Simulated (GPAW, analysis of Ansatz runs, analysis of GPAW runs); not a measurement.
# Bond-centred H in GaP: charge-transition level against experiment (GPAW)

Subject: bond-centred H in GaP. Wanted: its charge-transition level, in one set-up (PBE, plane waves 300 eV, 32-site cell, PBE lattice, k: the single point 1/4 1/4 1/4 then 2x2x2 shifted, dielectric constants 9.1 and 11.1 (handbook)). The model is a cell of 32 host atoms with 1 H put in. The level is the Fermi energy at which two charge states have equal formation energy, after a correction for the images of the charge. This set-up takes another basis size than the usual one.

**The experiment.** (+1/0) level below the conduction-band bottom (muonium): 0.15 eV, by muSR, high-field spin precession relaxation rates (preliminary analysis) (“Location of the H[+/-] level: Experimental limits for muonium”, 2006, R.L. Lichti et al.). The calculation is set beside it at the end.

Program: GPAW 26.7.0. Level of theory: GPAW plane-wave PAW DFT, PBE; relaxation of all atoms of a defect supercell. Results are calculated unless marked as measured.

### Step 1. Starting point

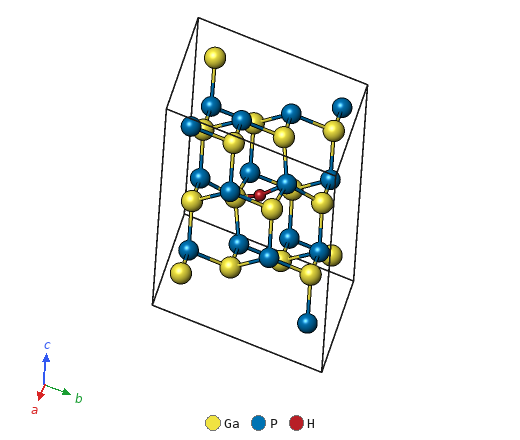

Start, viewed slightly off an axis; gallium yellow, phosphorus blue, hydrogen red.

The cell holds 33 atoms: 16 Ga, 16 P and 1 H. Cell: a = 9.602 Å, b = 9.602 Å, c = 9.602 Å, α = 109.5°, β = 109.5°, γ = 109.5°. It derives from GaP (space group F-43m). Nearest the centre at fractional (0.392, 0.622, 0.360): H33 at 0.02 Å, P28 at 1.65 Å, Ga7 at 1.65 Å, Ga16 at 2.85 Å, P23 at 2.86 Å, P22 at 3.00 Å, Ga9 at 3.05 Å, Ga12 at 3.17 Å. The cell carries charge +1.

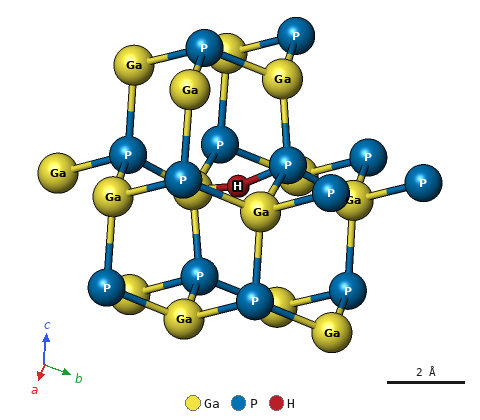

The atoms within 5 Å of the centre.

The host's primitive cell comes from a first run (GPAW plane-wave PAW DFT, PBE; relaxation of cell and atoms of a defect-free cell): vectors of 3.920, 3.920 and 3.920 Å. That is 21.30 Å³ an atom, 5.2 % over the diffraction cell's volume. The supercell is built on it.

### Step 2. Relaxation, charge +1

Every later number rests on the structure around the defect, so the atoms are relaxed at the host's lattice first.

The input, run.py:

```python
import numpy as np
from ase.io import read, write
from ase.parallel import parprint, world
from gpaw import GPAW, PW
from ase.optimize import BFGS

atoms = read('POSCAR')
calc = GPAW(mode=PW(300),
            xc='PBE',
            kpts=[[0.25, 0.25, 0.25]],
            charge=1,
            occupations={'name': 'fermi-dirac', 'width': 0.01},
            nbands=72,
            convergence={'density': 1e-05, 'forces': 0.001},
            maxiter=150,
            symmetry='off',
            txt='gpaw.txt')
atoms.calc = calc
opt = BFGS(atoms, trajectory='relax.traj', logfile='-')
done = opt.run(fmax=0.02, steps=80)
parprint('Converged:', done)
energy = atoms.get_potential_energy()
forces = atoms.get_forces()
parprint(f'Energy: {energy:.6f} eV, largest force {np.linalg.norm(forces, axis=1).max():.4f} eV/A')
calc.write('gs.gpw')
write('final.xyz', atoms)
for s in range(calc.get_number_of_spins()):
    parprint('Levels (eV), spin', s, calc.get_eigenvalues(kpt=0, spin=s)[-16:].round(3))
```

The input, POSCAR:

```
Ga P  H 
 1.0000000000000000
    -5.5439663038522919    5.5439663038522928   -5.5439663038522866
     5.5439663038522937    5.5439663038522928    5.5439663038522866
     5.5439663038522919   -5.5439663038522919   -5.5439663038522866
 Ga  P   H  
  16  16   1
Direct
  0.0023149725827569  0.0008976937113455  0.0002310345708928
  0.0024260106597447  0.2513925911292246  0.7506517976989378
 -0.0022590854374728  0.4994880654149270  0.4998487975068851
 -0.0014717495128976  0.7485617028890416  0.2474629893035381
  0.2518932150949550 -0.0005331541889467  0.7504999996844148
  0.2518759415725118  0.2496872051383302  0.4997455588733598
  0.2059231001787931  0.4540857224238545  0.2039938601276934
  0.2501229019820251  0.7487709435606146  0.0013187788969569
  0.4985697681807255 -0.0015770437958710  0.4974763915697175
  0.4993825417152535  0.2500223878546683  0.2517982537987051
  0.5007845255524096  0.4982980678426076 -0.0004772729697537
  0.4998395628218216  0.7514863093148275  0.7489792276813089
  0.7508412326525845 -0.0016619098878055  0.2496203153573625
  0.7515911983884039  0.2524879330387272  0.0016827682335617
  0.7500206502334796  0.5021991344564242  0.7504584495480126
  0.7500166088191117  0.7494518338655550  0.4978072142187303
  0.0013511207915661  0.0011314518464984  0.7525410929324432
  0.0002357789577345  0.2484432513609302  0.5009043723290624
 -0.0020834843818328  0.4982693778836768  0.2477175353856586
 -0.0007243479280910  0.7517415353561988  0.0001057500906981
  0.2477405459965322 -0.0004529573326900  0.4998221771796997
  0.2495218878802846  0.2512583411747443  0.2517408266176565
  0.2518137262006872  0.5011364152271570  0.0024318873586820
  0.2491877200684629  0.7480547144123689  0.7504196402899153
  0.5013844859963119  0.0024319352525964  0.2506638923442489
  0.5018767453004130  0.2507111773581356  0.0022569442853948
  0.5000893519279689  0.5017896877803079  0.7493511863415652
  0.5427637271723583  0.7940071088687705  0.5452998439064194
  0.7485036779864906 -0.0006405416867370  0.0009714970389584
  0.7486508289591153  0.2500691389697497  0.7479506997407167
  0.7493271701347701  0.5013826186437890  0.5014238394496409
  0.7511482760658305  0.7521380527868320  0.2522290147870401
  0.3911253949212138  0.6217725728001634  0.3578515237536415
```

Run with:

```bash
$ OMP_NUM_THREADS=1 mpirun -n 4 gpaw python run.py > stdout
```

The log of the run:

```text
__  _  _
 | _ |_)|_||  |
 |__||  | ||/\| - 26.7.0

Input parameters:
  mode=PW(ecut=300.0),
  charge=1,
  convergence={'density': 1e-05, 'forces': 0.001},
  kpts=KPoints(kpts=array([[0.25, 0.25, 0.25]])),
  maxiter=150,
  nbands=72,
  occupations=Occupations(name='fermi-dirac', width=0.01),
  symmetry=Symmetry(point_group=False, time_reversal=False),
  xc=XC(name='PBE')

Diagonalizing LCAO Hamiltonian
Converting LCAO to pw mode

                                P
                              Ga

                                   Ga
                          P
                       Ga
                           Ga  P
                   P          H
                Ga  Ga        Ga Ga
                        P             P
                     Ga            Ga
            P             P  P
                           Ga  P
               GaP          Ga  Ga
                      P
                    Ga
                        P   P
                         Ga

Atoms  # Å, Bohr magnetons
|    | symbol |         x |         y |         z |    initial magnetic moments |
|----|--------|-----------|-----------|-----------|-----------------------------|
|  0 |     Ga | -0.006576 |  0.016530 | -0.009138 | ( 0.0000,  0.0000,  0.0000) |
|  1 |     Ga |  5.541851 | -2.754426 | -2.781326 | ( 0.0000,  0.0000,  0.0000) |
|  2 |     Ga |  5.552814 | -0.014524 |  0.010524 | ( 0.0000,  0.0000,  0.0000) |
|  3 |     Ga |  5.530087 |  2.769915 |  2.786234 | ( 0.0000,  0.0000,  0.0000) |
|  4 |     Ga |  2.761303 | -2.767215 | -5.560190 | ( 0.0000,  0.0000,  0.0000) |
|  5 |     Ga |  2.758438 |  0.010077 | -2.782707 | ( 0.0000,  0.0000,  0.0000) |
|  6 |     Ga |  2.506740 |  2.528132 |  0.244870 | ( 0.0000,  0.0000,  0.0000) |
|  7 |     Ga |  2.771799 |  5.530523 |  2.757177 | ( 0.0000,  0.0000,  0.0000) |
|  8 |     Ga | -0.014805 | -0.002681 | -5.530789 | ( 0.0000,  0.0000,  0.0000) |
|  9 |     Ga |  0.013517 |  2.758715 | -2.778405 | ( 0.0000,  0.0000,  0.0000) |
| 10 |     Ga | -0.016431 |  5.541526 | -0.011139 | ( 0.0000,  0.0000,  0.0000) |
| 11 |     Ga |  5.547437 |  2.784993 | -2.757195 | ( 0.0000,  0.0000,  0.0000) |
| 12 |     Ga | -2.787965 |  2.769538 | -5.555739 | ( 0.0000,  0.0000,  0.0000) |
| 13 |     Ga | -2.757682 |  5.557252 | -2.776341 | ( 0.0000,  0.0000,  0.0000) |
| 14 |     Ga |  2.786602 |  2.781748 | -5.534430 | ( 0.0000,  0.0000,  0.0000) |
| 15 |     Ga |  2.756695 |  5.553176 | -2.762958 | ( 0.0000,  0.0000,  0.0000) |
| 16 |      P |  4.170845 | -4.158299 | -4.173280 | ( 0.0000,  0.0000,  0.0000) |
| 17 |      P |  4.153051 | -1.398329 | -1.400943 | ( 0.0000,  0.0000,  0.0000) |
| 18 |      P |  4.147277 |  1.377500 |  1.400602 | ( 0.0000,  0.0000,  0.0000) |
| 19 |      P |  4.172232 |  4.163028 |  4.171059 | ( 0.0000,  0.0000,  0.0000) |
| 20 |      P |  1.395021 | -1.400043 | -4.146974 | ( 0.0000,  0.0000,  0.0000) |
| 21 |      P |  1.405269 |  1.380666 | -1.386016 | ( 0.0000,  0.0000,  0.0000) |
| 22 |      P |  1.395719 |  4.160848 |  1.368754 | ( 0.0000,  0.0000,  0.0000) |
| 23 |      P |  6.926003 |  1.368377 | -1.394599 | ( 0.0000,  0.0000,  0.0000) |
| 24 |      P | -1.376504 |  1.403469 | -4.155848 | ( 0.0000,  0.0000,  0.0000) |
| 25 |      P | -1.379941 |  4.159810 | -1.404966 | ( 0.0000,  0.0000,  0.0000) |
| 26 |      P |  4.163804 |  1.400006 | -4.144951 | ( 0.0000,  0.0000,  0.0000) |
| 27 |      P |  4.416009 |  4.387889 | -1.630239 | ( 0.0000,  0.0000,  0.0000) |
| 28 |      P | -4.147844 |  4.140742 | -4.158616 | ( 0.0000,  0.0000,  0.0000) |
| 29 |      P |  1.382493 |  1.390256 | -6.910734 | ( 0.0000,  0.0000,  0.0000) |
| 30 |      P |  1.405281 |  4.154016 | -4.154473 | ( 0.0000,  0.0000,  0.0000) |
| 31 |      P |  1.403836 |  6.935820 | -1.392862 | ( 0.0000,  0.0000,  0.0000) |
| 32 |      H |  3.262617 |  3.631555 | -0.705217 | ( 0.0000,  0.0000,  0.0000) |

Unit cell  # Å
| periodic |         x |         y |         z |  lengths |     angles |
|----------|-----------|-----------|-----------|----------|------------|
|      yes | -5.543966 |  5.543966 | -5.543966 | 9.602431 | 109.471221 |
|      yes |  5.543966 |  5.543966 |  5.543966 | 9.602431 | 109.471221 |
|      yes |  5.543966 | -5.543966 | -5.543966 | 9.602431 | 109.471221 |

Number of symmetries: 1
Symmetry operations  # r_c * U_cc + t_c -> r_c
|   | kind |            matrix            |
|---|------|------------------------------|
| 0 |  E   |  1, 0, 0,  0, 1, 0,  0, 0, 1 |

BZ-sampling:
  Number of BZ points: 1
  Number of IBZ points: 1

K-points  # in reciprocal-cell coordinates
|   |                                coordinates |     weight |
|---|--------------------------------------------|------------|
| 0 | (  0.25000000,   0.25000000,   0.25000000) | 1.00000000 |

Plane wave coefficients: 8088
Cutoff: 300.0 eV

Spin-components: 1 (collinear spins)
Bands:           72
Projectors:      163
Spin-degeneracy: 2
Datatype:        complex128

Density:
  Valence electrons: 129.0
  Components: 1
  Grid points: [40 40 40]
  Charge: 1.0  # |e|

Potential:
  Grid points: [40 40 40]

species:
  Ga:
    name:    Gallium
    Z:       31.0
    valence: 3
    core:    28
    charge:  0.0  # [|e|]
    compensation charges:
      type: gauss
      rc: 0.37  # [Å]
      lmax: 2
    cutoffs:
      filter: 2.06  # [Å]
      core: 4.17  # [Å]
    projectors
    | kind |    occ | energy [eV] | rcut [Å] |
    |------|--------|-------------|----------|
    |   4s |  2.000 |      -8.945 |    1.164 |
    |   4p |  1.000 |      -2.580 |    1.164 |
    |    s |        |      18.266 |    1.164 |
    |    p |        |      24.631 |    1.164 |
    |    d |        |       0.000 |    1.164 |

    Using partial waves for Ga as LCAO basis

  P:
    name:    Phosphorus
    Z:       15.0
    valence: 5
    core:    10
    charge:  0.0  # [|e|]
    compensation charges:
      type: gauss
      rc: 0.30  # [Å]
      lmax: 2
    cutoffs:
      filter: 1.69  # [Å]
      core: 1.81  # [Å]
    projectors
    | kind |    occ | energy [eV] | rcut [Å] |
    |------|--------|-------------|----------|
    |   3s |  2.000 |     -13.968 |    0.953 |
    |   3p |  3.000 |      -5.506 |    0.953 |
    |    s |        |      13.244 |    0.953 |
    |    p |        |      21.705 |    0.953 |
    |    d |        |       0.000 |    0.953 |

    Using partial waves for P as LCAO basis

  H:
    name:    Hydrogen
    Z:       1.0
    valence: 1
    core:    0
    charge:  0.0  # [|e|]
    compensation charges:
      type: gauss
      rc: 0.15  # [Å]
      lmax: 2
    cutoffs:
      filter: 0.85  # [Å]
[...]
Atoms  # Å, Bohr magnetons
|    | symbol |         x |         y |         z |    initial magnetic moments |
|----|--------|-----------|-----------|-----------|-----------------------------|
[...]
| 32 |      H |  3.546807 |  3.575533 | -0.777578 | ( 0.0000,  0.0000,  0.0000) |

Unit cell  # Å
| periodic |         x |         y |         z |  lengths |     angles |
|----------|-----------|-----------|-----------|----------|------------|
|      yes | -5.543966 |  5.543966 | -5.543966 | 9.602431 | 109.471221 |
|      yes |  5.543966 |  5.543966 |  5.543966 | 9.602431 | 109.471221 |
|      yes |  5.543966 | -5.543966 | -5.543966 | 9.602431 | 109.471221 |

Initialization done in: 0.384 s

convergence criteria:
- Maximum integral of absolute [dens]ity change: 1e-05 electrons / valence electron
- Maximum change in the atomic [forces] across last 2 cycles: 0.001 eV/Ang OR
Maximum error relative to the maximum force is below inf
- Maximum [total energy] change in last 3 cyles: 0.0005 eV / valence electron
- Maximum integral of absolute [eigenst]ate change: 4e-08 eV^2 / valence electron
maximum number of iterations: 150

SCF iterations
|iter     | |      energy | eigst |  dens |force |
|---------|-|-------------|-------|-------|------|
|iter:   1| | -150.377656c| -5.82 |       |      |
|iter:   2| | -150.377652c| -7.40 | -3.83 |      |
|iter:   3| | -150.377642c| -6.70 | -3.88 |      |
|iter:   4| | -150.377641c| -7.63c| -4.32 |      |
|iter:   5| | -150.377641c| -7.94c| -4.65 |      |
|iter:   6| | -150.377641c| -8.30c| -4.97 |      |
|iter:   7| | -150.377641c| -9.00c| -5.45c|-2.07 |
|iter:   8| | -150.377641c| -9.47c| -5.81c|-3.77c|

Converged in 8 steps
SCF loop duration: 4.838 s (0.605 s/step)
Energy contributions relative to reference atoms: (reference = -995013.853165)

Energy contributions:
  Kinetic:         288.433361
  Coulomb:        -265.127972
  Zero:              0.029439
  External:          0.000000
  Xc:             -173.712469
  Entropy:          -0.000000
  Spinorbit:         0.000000
  ----------------------------
  Free energy:    -150.377641
  Extrapolated:   -150.377641

dipole moment: (58.696307, -52.430325, -114.640691)  # |e|*Ang

Fermi level: 4.486
Eigenvalues  # (at kpt = [0.250, 0.250, 0.250])
| band index |      eig [eV] | occ [0-2] |
|------------|---------------|-----------|
[...]
|        ... |               |           |
[...]
Gap: 2.087 eV
Transition (v -> c):
  (s=0, k=0, n=63, [0.25, 0.25, 0.25]) -> (s=0, k=0, n=64, [0.25, 0.25, 0.25])
No difference between direct/indirect transitions

Forces  # eV/Ang
|        x |        y |        z |
|----------|----------|----------|
[...]
P
                              Ga

                                   Ga
                          P
                       Ga      P
                           Ga
                   P           H
                Ga  Ga        Ga Ga
                        P             P
                     Ga            Ga
            P             P  P
                 P         Ga
               Ga           Ga PGa
                      P
                    Ga
                        P  P
                         Ga

Atoms  # Å, Bohr magnetons
|    | symbol |         x |         y |         z |    initial magnetic moments |
|----|--------|-----------|-----------|-----------|-----------------------------|
[...]
|  8 |     Ga |  0.070589 |  0.083070 | -5.507423 | ( 0.0000,  0.0000,  0.0000) |
|  9 |     Ga | -0.025108 |  2.799085 | -2.776247 | ( 0.0000,  0.0000,  0.0000) |
| 10 |     Ga | -0.025641 |  5.551738 | -0.023506 | ( 0.0000,  0.0000,  0.0000) |
| 11 |     Ga |  5.613137 |  2.736976 | -2.848845 | ( 0.0000,  0.0000,  0.0000) |
| 12 |     Ga | -2.769000 |  2.766204 | -5.553070 | ( 0.0000,  0.0000,  0.0000) |
| 13 |     Ga | -2.780222 |  5.515470 | -2.740961 | ( 0.0000,  0.0000,  0.0000) |
| 14 |     Ga |  2.776398 |  2.784929 | -5.534928 | ( 0.0000,  0.0000,  0.0000) |
| 15 |     Ga |  2.728131 |  5.624812 | -2.848676 | ( 0.0000,  0.0000,  0.0000) |
[...]
| 24 |      P | -1.392443 |  1.393065 | -4.153746 | ( 0.0000,  0.0000,  0.0000) |
| 25 |      P | -1.398692 |  4.153008 | -1.377798 | ( 0.0000,  0.0000,  0.0000) |
| 26 |      P |  4.151023 |  1.384471 | -4.160804 | ( 0.0000,  0.0000,  0.0000) |
| 27 |      P |  4.377548 |  4.388000 | -1.611190 | ( 0.0000,  0.0000,  0.0000) |
| 28 |      P | -4.133178 |  4.166011 | -4.189762 | ( 0.0000,  0.0000,  0.0000) |
| 29 |      P |  1.413170 |  1.422450 | -6.935424 | ( 0.0000,  0.0000,  0.0000) |
| 30 |      P |  1.377259 |  4.160692 | -4.160754 | ( 0.0000,  0.0000,  0.0000) |
| 31 |      P |  1.376159 |  6.936491 | -1.385691 | ( 0.0000,  0.0000,  0.0000) |
| 32 |      H |  3.548112 |  3.574291 | -0.777443 | ( 0.0000,  0.0000,  0.0000) |

Unit cell  # Å
| periodic |         x |         y |         z |  lengths |     angles |
|----------|-----------|-----------|-----------|----------|------------|
|      yes | -5.543966 |  5.543966 | -5.543966 | 9.602431 | 109.471221 |
|      yes |  5.543966 |  5.543966 |  5.543966 | 9.602431 | 109.471221 |
|      yes |  5.543966 | -5.543966 | -5.543966 | 9.602431 | 109.471221 |

Initialization done in: 0.389 s

convergence criteria:
- Maximum integral of absolute [dens]ity change: 1e-05 electrons / valence electron
- Maximum change in the atomic [forces] across last 2 cycles: 0.001 eV/Ang OR
Maximum error relative to the maximum force is below inf
- Maximum [total energy] change in last 3 cyles: 0.0005 eV / valence electron
- Maximum integral of absolute [eigenst]ate change: 4e-08 eV^2 / valence electron
maximum number of iterations: 150

SCF iterations
|iter     | |      energy | eigst |  dens |force |
|---------|-|-------------|-------|-------|------|
|iter:   1| | -150.377693c| -5.86 |       |      |
|iter:   2| | -150.377689c| -7.50c| -3.88 |      |
|iter:   3| | -150.377678c| -6.65 | -3.94 |      |
|iter:   4| | -150.377678c| -7.66c| -4.35 |      |
|iter:   5| | -150.377677c| -7.93c| -4.72 |      |
|iter:   6| | -150.377677c| -8.34c| -5.08c|-2.02 |
|iter:   7| | -150.377677c| -8.97c| -5.50c|-3.41c|

Converged in 7 steps
SCF loop duration: 4.359 s (0.623 s/step)
Energy contributions relative to reference atoms: (reference = -995013.853165)

Energy contributions:
  Kinetic:         288.440506
  Coulomb:        -265.133201
  Zero:              0.029439
  External:          0.000000
  Xc:             -173.714422
  Entropy:          -0.000000
  Spinorbit:         0.000000
  ----------------------------
  Free energy:    -150.377677
  Extrapolated:   -150.377677

dipole moment: (58.691447, -52.400345, -114.636981)  # |e|*Ang

Fermi level: 4.486
Eigenvalues  # (at kpt = [0.250, 0.250, 0.250])
| band index |      eig [eV] | occ [0-2] |
|------------|---------------|-----------|
[...]
|        ... |               |           |
[...]
|         64 |         5.988 |     0.000 |
|         65 |         6.309 |     0.000 |
|         66 |         6.507 |     0.000 |
|         67 |         6.517 |     0.000 |
|         68 |         6.518 |     0.000 |
|         69 |         6.775 |     0.000 |
|         70 |         6.908 |     0.000 |
|         71 |         6.912 |     0.000 |

Gap: 2.087 eV
Transition (v -> c):
  (s=0, k=0, n=63, [0.25, 0.25, 0.25]) -> (s=0, k=0, n=64, [0.25, 0.25, 0.25])
No difference between direct/indirect transitions

Forces  # eV/Ang
|        x |        y |        z |
|----------|----------|----------|
[...]
| -0.00087 |  0.00235 | -0.00242 |  # P   25
|  0.00173 |  0.00172 |  0.00002 |  # P   26
| -0.01210 | -0.00372 |  0.00873 |  # P   27
|  0.00056 |  0.00403 |  0.00220 |  # P   28
| -0.00242 |  0.00137 | -0.00679 |  # P   29
| -0.00415 |  0.00229 | -0.00037 |  # P   30
| -0.00257 |  0.00009 |  0.00035 |  # P   31
|  0.00373 | -0.00108 | -0.00432 |  # H   32

# Writing to gs.gpw (mode='')
```

Wall time 3.7 min (4 MPI ranks of Arm Neoverse V2, shared host); peak memory 1.1 GiB; 15 min of CPU time.

(Part 1 of 4 ends here.)

[Logs are printed without paths, hosts, clocks, repeated set-up lines and the standing remarks that a program may print on its own settings, such as how far it seeks lower states.]

[Hosts, paths, dates, database ids (printed as entryN), source tags and the programs' standing remarks are cut or masked in the printed files.]

[For some hosts the program warned that the k-mesh of the response run may be too coarse for force constants and the static dielectric constant; such warnings are not shown here.]
